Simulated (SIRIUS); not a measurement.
**Energy of ZnS along an even scaling of the cell**

System: ZnS (P6₃mc, 4 atoms in the cell).
Method: Kohn-Sham DFT of a periodic cell, PBEsol, dojo-sr-pbesol-0.4.1-standard, no spin polarisation (SIRIUS 7.12.0).

The 7 runs differ only in the geometry, by an even scaling of the cell at fixed fractional positions. The structure derives from an entry of the Crystallography Open Database.

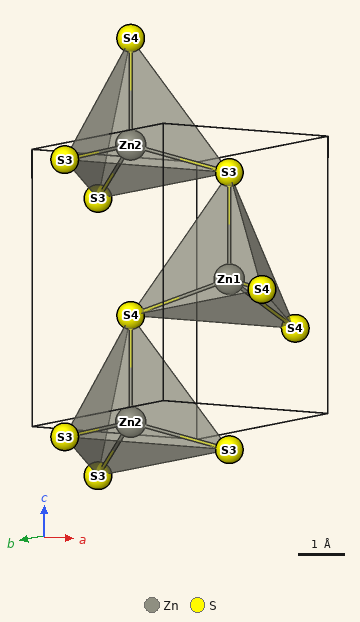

Figure 1. The structure of run 4 (polyhedral view of the cell of the calculation, seen at an oblique angle; polyhedra are completed across the faces of the cell; atoms are numbered from 1 in the order of the input). An atom can appear more than once, as a periodic image.

**Input of run 4**
```
{
  "control": {
    "processing_unit": "cpu",
    "verbosity": 2,
    "num_bands_to_print": 37,
    "print_forces": true,
    "print_stress": true
  },
  "parameters": {
    "electronic_structure_method": "pseudopotential",
    "xc_functionals": ["XC_GGA_X_PBE_SOL", "XC_GGA_C_PBE_SOL"],
    "gk_cutoff": 9.2,
    "pw_cutoff": 18.4,
    "ngridk": [8, 8, 5],
    "shiftk": [0, 0, 0],
    "smearing": "fermi_dirac",
    "smearing_width": 0.0018374661,
    "num_bands": 37,
    "num_mag_dims": 0,
    "num_dft_iter": 100,
    "energy_tol": 1e-08,
    "density_tol": 1e-06
  },
  "iterative_solver": {
    "type": "davidson",
    "min_tolerance": 1e-10
  },
  "mixer": {
    "type": "anderson",
    "beta": 0.7,
    "max_history": 8
  },
  "settings": {
    "tol_ne": 1e-10,
    "pseudo_grid_cutoff": 6.5
  },
  "unit_cell": {
    "lattice_vectors": [
      [7.201746260949, 0.0, 0.0],
      [-3.600873130474, 6.236895213549, 0.0],
      [0.0, 0.0, 11.780552660917]
    ],
    "atom_coordinate_units": "lattice",
    "atom_types": ["Zn", "S"],
    "atom_files": {
      "Zn": "Zn.json",
      "S": "S.json"
    },
    "atoms": {
      "Zn": [
        [0.6666666667, 0.3333333333, 0.5],
        [0.3333333333, 0.6666666667, 0.0]
      ],
      "S": [
        [0.6666666667, 0.3333333333, 0.885],
        [0.3333333333, 0.6666666667, 0.385]
      ]
    }
  }
}
```

Command:
```bash
upf_to_json Zn.upf
upf_to_json S.upf
OMP_NUM_THREADS=4 sirius.scf --input=sirius.json --output=out.json --task=0
```

Run 2 differs from it as follows:
```diff
-      [7.201746260949, 0.0, 0.0],
-      [-3.600873130474, 6.236895213549, 0.0],
-      [0.0, 0.0, 11.780552660917]
+      [7.104413433989, 0.0, 0.0],
+      [-3.552206717089, 6.152602512765, 0.0],
+      [0.0, 0.0, 11.621336485949]
```

**Results, with one run withheld**

| run | volume per atom (Å³) | free energy per atom, from the lowest run given (meV) | pressure (GPa) | gap on the mesh (eV) |
| --- | --- | --- | --- | --- |
| 1 | 18.427 | 9.43 | 3.80 | 2.40 |
| 2 | 18.819 | ? | ? | ? |
| 3 | 19.211 | 0.00 | 0.18 | 2.21 |
| 4 | 19.603 | 1.45 | −1.34 | 2.11 |
| 5 | 19.995 | 6.44 | −2.71 | 2.02 |
| 6 | 20.387 | 14.60 | −3.94 | 1.93 |
| 7 | 20.779 | 25.59 | −5.03 | 1.85 |

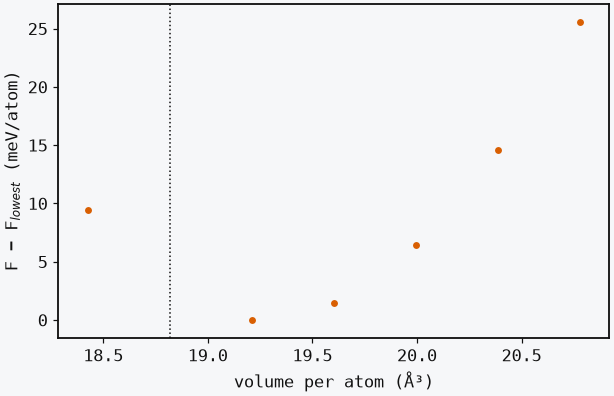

Figure 2. Free energy per atom of the runs given; the dotted line marks run 2.

What should run 2 give?

A cubic polynomial in V^(−2/3) (the Birch–Murnaghan form), fitted to the 6 runs given, misses them by under 0.01 meV per atom. With x = V^(−2/3) − 0.13706 Å⁻², it reads F = 2.4523 − 2319.7 x + 5.4065e+05 x² + 9.2336e+05 x³ (meV per atom). At run 2 it gives 2.50 meV per atom, and the run itself gives 2.50. The slope of the fit gives a pressure −dF/dV of 1.89 GPa there, and the run prints 1.89 GPa. The fit has its minimum at 19.256 Å³ per atom, where V d²F/dV² gives 78.3 GPa. Cell shape and fractional positions are held, so this is the stiffness under even scaling; the relaxed bulk modulus wasn't computed. The gap on the mesh goes, without turning, from 2.40 eV in run 1 to 1.85 eV in run 7; run 2 has 2.30 eV. These are gaps of this functional on this mesh, which can miss the band edges; they aren't the measured gap.

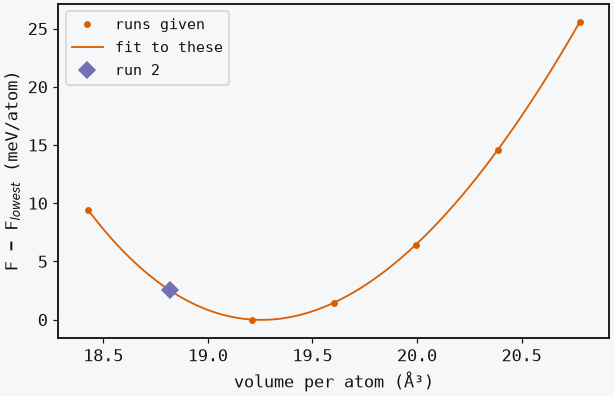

Figure 3. The fit and the withheld run.

**Some lines of the output (run 2)**
```
[...]
[find] band gap (eV)                  :       2.30259616
[find] Efermi                         :       0.33464261
[find] Total energy                   :    -439.98593799 (Ha),    -879.97187599 (Ry)
[find] Free energy (E-TS)             :    -439.98593799 (Ha),    -879.97187599 (Ry)
[find] band gap (eV)                  :       2.30257541
[find] Efermi                         :       0.33464116
[find] Total energy                   :    -439.98593800 (Ha),    -879.97187599 (Ry)
[find] Free energy (E-TS)             :    -439.98593800 (Ha),    -879.97187599 (Ry)
[find] band gap (eV)                  :       2.30257733
[find] Efermi                         :       0.33464019
[find] Total energy                   :    -439.98593800 (Ha),    -879.97187600 (Ry)
[find] Free energy (E-TS)             :    -439.98593800 (Ha),    -879.97187600 (Ry)
[find] band gap (eV)                  :       2.30257505
[find] Efermi                         :       0.33463958
```
